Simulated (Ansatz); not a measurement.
# Geometry relaxation of VH$_{2}$

VH$_{2}$ (Fm-3m, 3 atoms in the cell), computed with DFT PBEsol, scalar-relativistic, plane waves, PAW, no spin polarisation (Ansatz 0.2.0).

The structure derives from an entry of the Crystallography Open Database.

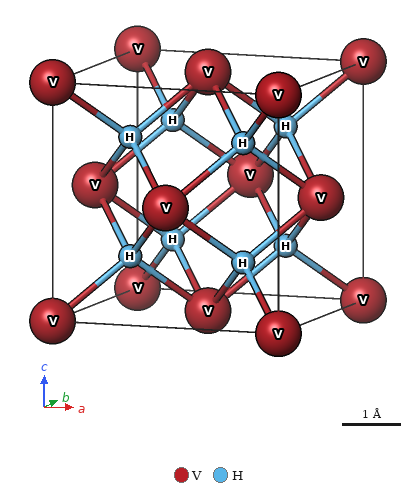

Figure 1. The starting structure (ball-and-stick view of the cell 4 times as large as that of the calculation, set on its symmetry axes, seen slightly off an axis). An atom can appear more than once, as a periodic image. Near neighbours in the periodic cell (some may lie outside the picture): V has 8 H at 1.80 Å; H has 4 V at 1.80 Å.

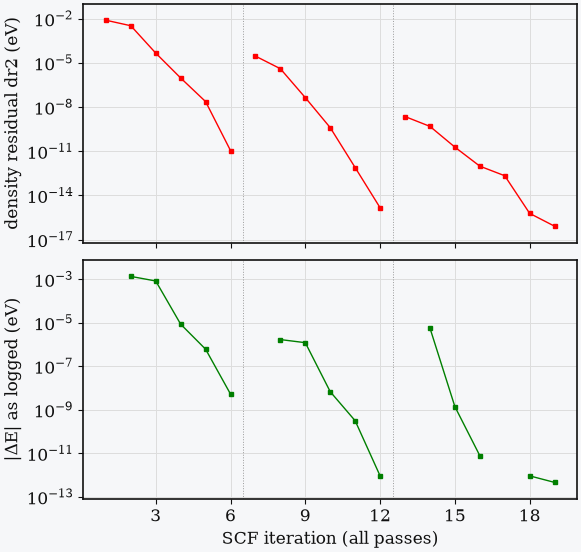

Figure 2. Convergence of the self-consistent field: density residual dr2 and size of the energy change against the SCF iteration. The dotted lines part the SCF passes of the relaxation: geometry steps, rejected trials and re-solves on a re-selected basis. The passes take 6, 6 and 7 iterations.

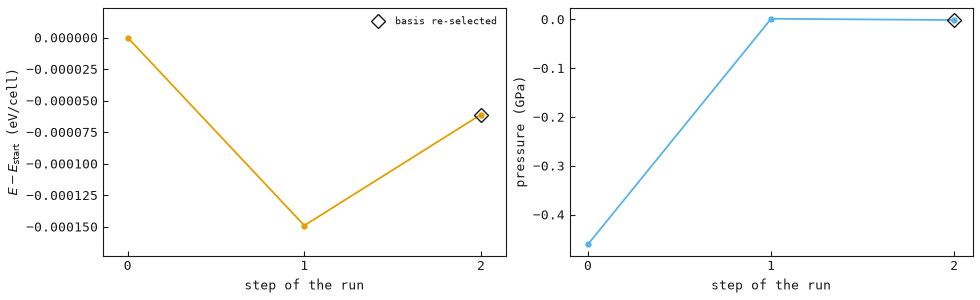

Figure 3. Progress of the relaxation, step by step (the first geometry is step 0 here and step 1 in the log). The atoms keep their places relative to the cell (all moves are under 0.005 Å). Cell: a = b = c 4.168 → 4.164 Å (−0.1 %). Volume −0.2 %. The space group stays Fm-3m (No. 225). After 1 geometry step the energy has fallen by 0.1 meV per cell of the calculation. All forces vanish by symmetry, so only the cell relaxes. The pressure goes from −0.46 to 0.00 GPa. A last SCF at the same geometry on a re-selected plane-wave basis shifts the energy by +0.1 meV per cell of the calculation.

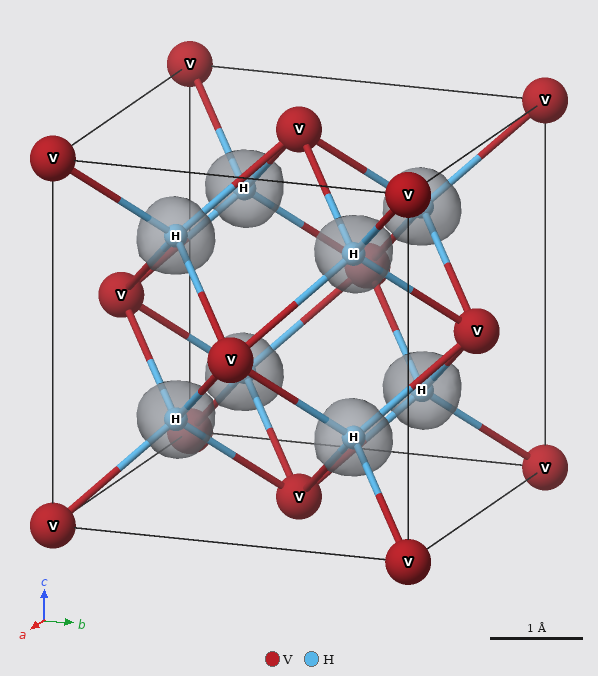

Figure 4. Isosurface of the electron localisation function at 0.9 (grey), seen slightly off an axis. Core shells and regions of very low density are left out. Sticks mark near contacts. The outline is the cell set on symmetry axes. Along the contacts the grid gives the following. V–H (1.80 Å): the ELF climbs to about 1 towards the hydrogen, as it does in any bond to H. In a PAW calculation such maps are meaningful between the atoms, not at the nuclei.

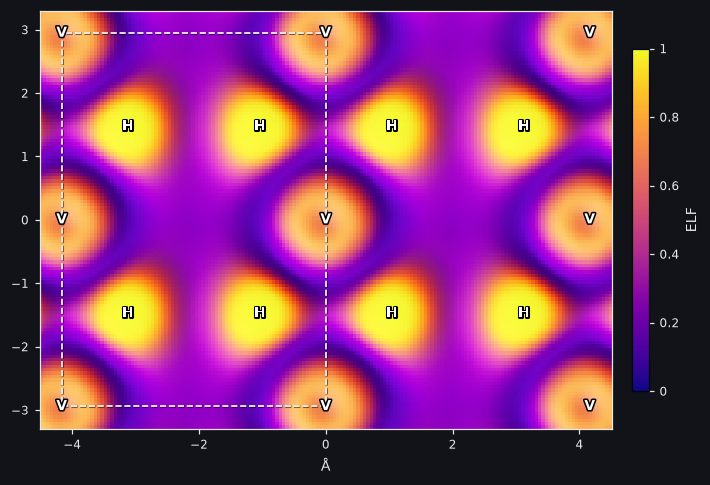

Figure 5. ELF on the (011) plane of the conventional cell. V–H (1.80 Å): the ELF climbs to about 1 towards the hydrogen. The strong features right at V lie inside the PAW spheres (semicore, d or f shells) and say nothing about bonding.

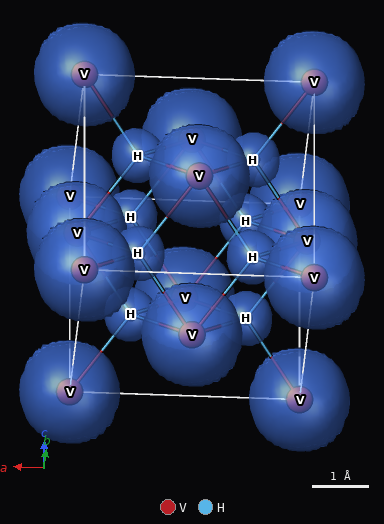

Figure 6. Isosurface of the valence charge density (pseudo) at 0.6 e/Å³ (blue), seen at an oblique angle. Sticks mark near contacts. The outline is the cell set on symmetry axes. At this value the density breaks into separate islands; it holds about 70 % of the electrons treated as valence (semicore included). It is pinched off along the V–H (1.80 Å) contacts. On the grid the lowest density along these lines, outside the cores, is 0.45 e/Å³ (V–H, 1.80 Å).

The input and output of the run follow.

### Input
```yaml
crystal:
  lattice:
    - [0.0, 2.0837753068, 2.0837753068]
    - [2.0837753068, 0.0, 2.0837753068]
    - [2.0837753068, 2.0837753068, 0.0]
  atoms:
    - { symbol: V, position: [0.0, 0.0, 0.0] }
    - { symbol: H, position: [0.25, 0.25, 0.25] }
    - { symbol: H, position: [0.75, 0.75, 0.75] }
basis:
  ecutwfc: 420
kpoints:
  mp_grid: { grid: [18, 18, 18] }
hamiltonian:
  xc: pbesol
scf:
  occupations: { method: gaussian, width: 0.1 }
output:
  forces: true
  stress: true
  eigenvalues: true
  write_density: true
  write_potential: true
  elf: true
  volumetric_format: npy
relax:
  adjacent_minimum: "off"
  f_tol: 0.005
  max_steps: 80
  cell: { stress_tol: 0.05 }
```

Launched with:
```bash
ansatz run input.yaml --threads 1 --pin off --max-ram 2560MiB --backend cpu --events-out ev --progress --plain --runs-dir out
```

### Output
```
Engine: ansatz 0.2.0, aarch64-unknown-linux-gnu
Pseudopotentials: kind: paw
Pseudopotential: V, paw, valence charge 13, recommended cutoff 420 eV (normal), V.paw.azcp
Pseudopotential: H, paw, valence charge 1, recommended cutoff 420 eV (normal), H.paw.azcp
Functional definition: PBEsol
  exchange = pbesol_x
  correlation = pbesol_c
Crystal: 3 atoms, lattice volume = 18.096 Å³
Basis set: ecut = 420 eV, 339 PW (Γ), exchange–correlation on 40×40×40 points (8 copies of the dense FFT grid, shifted against one another)
Bands: 12, of which v1, the nominal top of the filled ones, is band 8 counted from 1 (7 counted from 0)
Symmetry: 48 space group operations
Space group: Fm-3m (ITA 225), of the structure as read, at distance tolerance 2.6e-5 Å
k-points: 195 of 5832
Non-local potential: V, projectors of the file, l = 0: 3, l = 1: 2, l = 2: 3, l = 3: 1
Non-local potential: H, projectors of the file, l = 0: 2, l = 1: 1
PAW form: soft (Blöchl's): semilocal exchange-correlation on the pseudo side does not see the compensation charge
PAW frozen core: V, regenerated for the run's functional, and the local potential with it (the file was generated under x = pbe(κ = 0.804, μ = 0.2195149727645171), c = pbe(β = 0.06672455060314922))
PAW one-centre angular grid: V, 590 points (default); XC on 64 Gauss nodes
PAW one-centre angular grid: H, 110 points (default); XC on 64 Gauss nodes
Initial density: superposition of atomic densities (neutral atoms: chi_scale 0, normalization atom), corrected by the library's trained network
Initial wavefunctions: pseudopotential atomic-orbital guess
Functional: x = pbesol(κ = 0.804, μ = 0.12345679012345678), c = pbesol(β = 0.046)
SCF iter   1: F=—  HF=-2917.448831 eV  |F-HF|=—  |Δ(HF+E_count)|=         —  Δρ=1.04e-2  dr2=7.90e-3  ethr=1.77e-3  ⟨swp⟩=4.0  Hψ=11336  notcnv=0
preconditioner: auto → none  [metal: Δε(μ)=0.028 eV  Ē_g=8.290 eV  σ=0.100 eV  W_gap=0.15  n_scr=8 (ndim 8)  ℏωp=23.1 eV  f_vac=0.000  D(μ)=1.30/eV (n_scr^D=14)  sad-step TF]
SCF iter   2: F=—  HF=-2917.447479 eV  |F-HF|=—  |Δ(HF+E_count)|=   1.35e-3  Δρ=6.12e-3  dr2=3.32e-3  ethr=5.26e-5  ⟨swp⟩=1.0  Hψ=3900  notcnv=0
SCF iter   3: F=—  HF=-2917.446649 eV  |F-HF|=—  |Δ(HF+E_count)|=   8.30e-4  Δρ=7.26e-4  dr2=4.61e-5  ethr=2.21e-5  ⟨swp⟩=1.9  Hψ=2671  notcnv=0
SCF iter   4: F=—  HF=-2917.446641 eV  |F-HF|=—  |Δ(HF+E_count)|=   8.57e-6  Δρ=1.20e-4  dr2=9.40e-7  ethr=3.07e-7  ⟨swp⟩=2.0  Hψ=3776  notcnv=0
iter 5 did not close the SCF: its close was put off for the readings that it lacked (scf_convergence_deferred on its scf_iter line)
SCF iter   5: F=-2917.446641 eV  HF=-2917.446641 eV  |F-HF|=3.97e-9  |Δ(HF+E_count)|=   6.06e-7  Δρ=1.62e-5  dr2=2.34e-8  ethr=6.27e-9  ⟨swp⟩=2.7  Hψ=3276  notcnv=0
SCF iter   6: F=-2917.446641 eV  HF=-2917.446641 eV  |F-HF|=7.28e-12  |Δ(HF+E_count)|=   5.23e-9  Δρ=5.19e-7  dr2=1.10e-11  ethr=1.56e-10  ⟨swp⟩=4.6  Hψ=11234  notcnv=0
SCF 1 converged in 6 iterations: F = -2917.446641 eV  dr2 = 1.10e-11
  greatest PAW one-centre occupation: 1.000 electrons in one spin orbital (limit 2), on the V atom at site 0 (counted from 0), in its partial waves of l = 0
relax step   1: F+E_penalty+E_count = -2917.44664118 eV  Δ(F+E_penalty+E_count) = +0.000e0 eV  max|allowed force component| = 1.831e-18 eV/Å  Δτ_max = 0.0000 Å  P = -0.461 GPa  Ω = 18.096 Å³  (6 SCF iters, accepted)
Crystal: 3 atoms, lattice volume = 18.052 Å³
Initial density: handed on by an earlier stage of this run
Initial wavefunctions: those handed on with the density
iter 1 solved again at ethr=1.80e-7 eV; its pass at ethr=3.10e-3 eV (dr2=2.70e-5 eV) is discarded
SCF iter   1: F=—  HF=-2917.446793 eV  |F-HF|=—  |Δ(HF+E_count)|=         —  Δρ=4.22e-4  dr2=2.88e-5  ethr=1.80e-7  ⟨swp⟩=1.0  Hψ=11898  notcnv=0
preconditioner: auto → none  [metal: Δε(μ)=0.027 eV  Ē_g=8.323 eV  σ=0.100 eV  W_gap=0.15  n_scr=8 (ndim 8)  ℏωp=23.1 eV  f_vac=0.000  D(μ)=1.29/eV (n_scr^D=14)]
SCF iter   2: F=—  HF=-2917.446791 eV  |F-HF|=—  |Δ(HF+E_count)|=   1.68e-6  Δρ=1.63e-4  dr2=4.00e-6  ethr=1.80e-7  ⟨swp⟩=1.9  Hψ=2592  notcnv=0
iter 3 did not close the SCF: its close was put off for the readings that it lacked (scf_convergence_deferred on its scf_iter line)
SCF iter   3: F=-2917.446790 eV  HF=-2917.446790 eV  |F-HF|=3.21e-8  |Δ(HF+E_count)|=   1.21e-6  Δρ=1.69e-5  dr2=4.34e-8  ethr=2.67e-8  ⟨swp⟩=2.0  Hψ=2897  notcnv=0
iter 4 did not close the SCF: its close was put off for the readings that it lacked (scf_convergence_deferred on its scf_iter line)
SCF iter   4: F=-2917.446790 eV  HF=-2917.446790 eV  |F-HF|=2.57e-10  |Δ(HF+E_count)|=   6.73e-9  Δρ=2.53e-6  dr2=3.97e-10  ethr=2.90e-10  ⟨swp⟩=2.2  Hψ=3193  notcnv=0
iter 5 did not close the SCF: its close was put off for the readings that it lacked (scf_convergence_deferred on its scf_iter line)
SCF iter   5: F=-2917.446790 eV  HF=-2917.446790 eV  |F-HF|=2.27e-12  |Δ(HF+E_count)|=  3.11e-10  Δρ=9.33e-8  dr2=7.70e-13  ethr=2.64e-12  ⟨swp⟩=2.1  Hψ=3046  notcnv=0
SCF iter   6: F=-2917.446790 eV  HF=-2917.446790 eV  |F-HF|=9.09e-13  |Δ(HF+E_count)|=  9.09e-13  Δρ=4.51e-9  dr2=1.44e-15  ethr=1.00e-12  ⟨swp⟩=3.0  Hψ=7956  notcnv=0
SCF 2 converged in 6 iterations: F = -2917.446790 eV  dr2 = 1.44e-15
relax step   2: F+E_penalty+E_count = -2917.44679000 eV  Δ(F+E_penalty+E_count) = -1.488e-4 eV  max|allowed force component| = 5.590e-18 eV/Å  Δτ_max = 0.0000 Å  P = +0.001 GPa  Ω = 18.052 Å³  energy of the carried Pulay correction = +8.570e-5 eV  (6 SCF iters, dr2 threshold 3.00e-7 eV, accepted)
Initial wavefunctions: pseudopotential atomic-orbital guess (no wavefunctions were taken with the density)
iter 1 solved again at ethr=9.18e-11 eV; its pass at ethr=3.10e-3 eV (dr2=1.38e-8 eV) is discarded
SCF iter   1: F=—  HF=-2917.446697 eV  |F-HF|=—  |Δ(HF+E_count)|=         —  Δρ=1.05e-5  dr2=2.26e-9  ethr=9.18e-11  ⟨swp⟩=3.5  Hψ=19134  notcnv=0
preconditioner: auto → none  [metal: Δε(μ)=0.027 eV  Ē_g=8.321 eV  σ=0.100 eV  W_gap=0.15  n_scr=8 (ndim 8)  ℏωp=23.1 eV  f_vac=0.000  D(μ)=1.30/eV (n_scr^D=14)]
SCF iter   2: F=—  HF=-2917.446702 eV  |F-HF|=—  |Δ(HF+E_count)|=   5.69e-6  Δρ=5.23e-6  dr2=4.85e-10  ethr=1.51e-11  ⟨swp⟩=2.3  Hψ=3659  notcnv=0
iter 3 did not close the SCF: its close was put off for the readings that it lacked (scf_convergence_deferred on its scf_iter line)
SCF iter   3: F=-2917.446702 eV  HF=-2917.446702 eV  |F-HF|=2.27e-12  |Δ(HF+E_count)|=   1.39e-9  Δρ=5.72e-7  dr2=1.89e-11  ethr=3.24e-12  ⟨swp⟩=2.0  Hψ=2727  notcnv=0
iter 4 did not close the SCF: its close was put off for the readings that it lacked (scf_convergence_deferred on its scf_iter line)
SCF iter   4: F=-2917.446702 eV  HF=-2917.446702 eV  |F-HF|=9.09e-13  |Δ(HF+E_count)|=  7.73e-12  Δρ=1.19e-7  dr2=9.64e-13  ethr=1.00e-12  ⟨swp⟩=1.0  Hψ=2340  notcnv=0
iter 5 did not close the SCF: its close was put off for the readings that it lacked (scf_convergence_deferred on its scf_iter line)
SCF iter   5: F=-2917.446702 eV  HF=-2917.446702 eV  |F-HF|=0.00e0  |Δ(HF+E_count)|=    0.00e0  Δρ=5.00e-8  dr2=2.15e-13  ethr=1.00e-12  ⟨swp⟩=1.0  Hψ=2340  notcnv=0
iter 6 did not close the SCF: its close was put off for the readings that it lacked (scf_convergence_deferred on its scf_iter line)
SCF iter   6: F=-2917.446702 eV  HF=-2917.446702 eV  |F-HF|=0.00e0  |Δ(HF+E_count)|=  9.09e-13  Δρ=2.84e-9  dr2=5.97e-16  ethr=1.00e-12  ⟨swp⟩=1.0  Hψ=2340  notcnv=0
SCF iter   7: F=-2917.446702 eV  HF=-2917.446702 eV  |F-HF|=4.55e-13  |Δ(HF+E_count)|=  4.55e-13  Δρ=1.14e-9  dr2=8.02e-17  ethr=1.00e-12  ⟨swp⟩=2.0  Hψ=6008  notcnv=0
SCF 3 converged in 7 iterations: F = -2917.446702 eV  dr2 = 8.02e-17
relax step   3: F+E_penalty+E_count = -2917.44670242 eV  Δ(F+E_penalty+E_count) = +8.758e-5 eV  max|allowed force component| = 4.024e-18 eV/Å  Δτ_max = 0.0000 Å  P = -0.001 GPa  Ω = 18.052 Å³  stress off target by 1.38e-3 GPa  SCF on the basis re-selected at this cell (its energy is not comparable with the rows above)  (7 SCF iters)
basis re-selected at this cell: Δ(F+E_penalty+E_count) = +8.758e-5 eV, ΔP = -0.003 GPa vs the last step (what re-selecting the basis moved, of the pressure what is left beyond the Pulay correction that the steps carried, after the strain that the cell walked since its last selection, with what the two solves' SCF thresholds leave and, on support functions, any second-order correction that the steps lacked; it is no measure of the basis error at this ecutwfc). This SCF's stress stands 1.38e-3 GPa from its target on what of the cell is left free (relax.cell.stress_tol is 5.00e-2 GPa) and its largest allowed force component is 4.02e-18 eV/Å (relax.f_tol is 5.00e-3 eV/Å): within both
SCF converged after 7 iterations
Free energy (F): -2917.446702 eV
Harris-Foulkes:  -2917.446702 eV  (|F-HF|=4.55e-13)
Internal energy: -2917.440227 eV  (E = F + TS)
E sigma→0 (E₀):  -2917.443465 eV
Entropy (-TS):   -0.006476 eV (-2.159 meV/atom)
Fermi energy:    14.157297 eV
--- Per-component energies (eV) ---
  E_band       = -176.428429
  E_kinetic    = 367.611160
  E_local      = -1038.340449  (includes V_loc(G=0)·N_el)
  E_nonlocal   = -41.144348
  E_hartree    = 462.793181
  E_xc         = -149.035185
  E_vxc        = -190.433348  (∫ρ·V_xc dr)
  E_paw        = -1088.054936  (= ΣΔE_a)
  E_vpaw       = -199.705339  (= ΣTr[D̂ρ^β])
  E_aug_tail   = -0.002467  (compensation charges beyond the density's cutoff)
  E_ewald      = -1431.416861
  E_core_change = 0.149679  (= ΣΔE_core)
  E_smearing   = -0.006476  (= −TS)
  E_closure    = -0.000000  (closes the sum)
  Σ components = -2917.446702   (vs F -2917.446702, Δ=0.00e0)
--- Forces (eV/Å), atoms counted from 1 ---
  atom   1  V     -0.00000000     0.00000000     0.00000000
  atom   2  H     -0.00000000    -0.00000000    -0.00000000
  atom   3  H      0.00000000     0.00000000     0.00000000
  max |Σ_I F_I| component: 2.89e-18 eV/Å
--- Stress (GPa, compression-positive) ---
       -0.001382      -0.000000      -0.000000
       -0.000000      -0.001382      -0.000000
       -0.000000      -0.000000      -0.001382
  P = ⅓ Tr σ = -0.0014 GPa (-0.014 kbar)
--- Band table (eV; the first three rows and the last of 195) ---
  k-point 0: bands = ["-50.0918", "-23.8599", "-23.8599", "-23.8599", "2.3880", "13.1173", "13.1173", "13.1173", "14.9850", "14.9850", "15.5129", "30.5659"]
  k-point 1: bands = ["-50.0897", "-23.8735", "-23.8616", "-23.8616", "2.4748", "12.6808", "13.1517", "13.1517", "14.9646", "14.9646", "16.0016", "29.5093"]
  k-point 2: bands = ["-50.0839", "-23.9126", "-23.8665", "-23.8665", "2.7299", "11.8555", "13.2441", "13.2441", "14.9167", "14.9167", "16.9672", "27.9770"]
  k-point 194: bands = ["-50.0021", "-24.1717", "-24.1232", "-24.0107", "7.8312", "8.0114", "11.2459", "14.5761", "15.9317", "17.5174", "18.2991", "20.9194"]
--- Relaxed structure (2 steps of the walk, 2 accepted, 1 SCFs on fresh bases) ---
  F+E_penalty+E_count = -2917.44670242 eV   max|allowed force component| = 4.024e-18 eV/Å   (the final SCF, on the basis selected at the relaxed cell)
  cell:  # Å, volume = 18.0521 Å³
    - [1.5923037602798722e-35, 2.08208823527593, 2.08208823527593]
    - [2.08208823527593, 7.324597297287411e-35, 2.08208823527593]
    - [2.08208823527593, 2.08208823527593, 7.643058049343386e-35]
  atoms:
    - { symbol: V, position: [-2.2685049586108726e-35, 1.327807500088769e-35, 1.8011648566158828e-35] }
    - { symbol: H, position: [0.24999999999999997, 0.24999999999999997, 0.24999999999999997] }
    - { symbol: H, position: [0.75, 0.75, 0.75] }
```

### Trajectory as extended XYZ (Å, eV, eV/Å), 3 frames, from step=1 to step=3
```
3
Lattice="0.0000 2.0838 2.0838 2.0838 0.0000 2.0838 2.0838 2.0838 0.0000" Properties=species:S:1:pos:R:3:forces:R:3 step=1 energy=-2917.44664 pressure_GPa=-0.46
V     0.0000    0.0000    0.0000    0.0000   0.0000   0.0000
H     1.0419    1.0419    1.0419    0.0000   0.0000   0.0000
H     3.1257    3.1257    3.1257    0.0000   0.0000   0.0000
3
Lattice="0.0000 2.0821 2.0821 2.0821 0.0000 2.0821 2.0821 2.0821 0.0000" Properties=species:S:1:pos:R:3:forces:R:3 step=2 energy=-2917.44679 pressure_GPa=0.00
V     0.0000    0.0000    0.0000    0.0000   0.0000   0.0000
H     1.0410    1.0410    1.0410    0.0000   0.0000   0.0000
H     3.1231    3.1231    3.1231    0.0000   0.0000   0.0000
3
Lattice="0.0000 2.0821 2.0821 2.0821 0.0000 2.0821 2.0821 2.0821 0.0000" Properties=species:S:1:pos:R:3:forces:R:3 step=3 energy=-2917.44670 pressure_GPa=-0.00
V     0.0000    0.0000    0.0000    0.0000   0.0000   0.0000
H     1.0410    1.0410    1.0410    0.0000   0.0000   0.0000
H     3.1231    3.1231    3.1231    0.0000   0.0000   0.0000
```

### Results in brief

```json
{"quantity": "outcome", "value": "converged"}
{"quantity": "space group (tolerance 0.01 Å)", "value": "Fm-3m (225)"}
{"quantity": "electrons treated", "value": "15"}
{"quantity": "free energy", "value": "−2917.4467 eV"}
{"quantity": "Fermi energy", "value": "14.157 eV"}
{"quantity": "gap on the k-point mesh", "value": "none (metallic)"}
{"quantity": "pressure", "value": "0.00 GPa"}
{"quantity": "final volume", "value": "18.05 Å³"}
{"quantity": "largest force (length of the vector) at the end", "value": "under 0.001 eV/Å"}
{"quantity": "final cell", "value": "a = 2.945 Å, b = 2.945 Å, c = 2.945 Å, α = 60.00°, β = 60.00°, γ = 60.00°"}
{"quantity": "hardware", "value": "1 thread of Arm Neoverse V1, 24 GiB of memory available, shared host"}
{"quantity": "wall time", "value": "10 s"}
{"quantity": "peak memory", "value": "0.34 GiB"}
```

### Remarks

The run has no spin polarisation, so a magnetic state may lie lower.
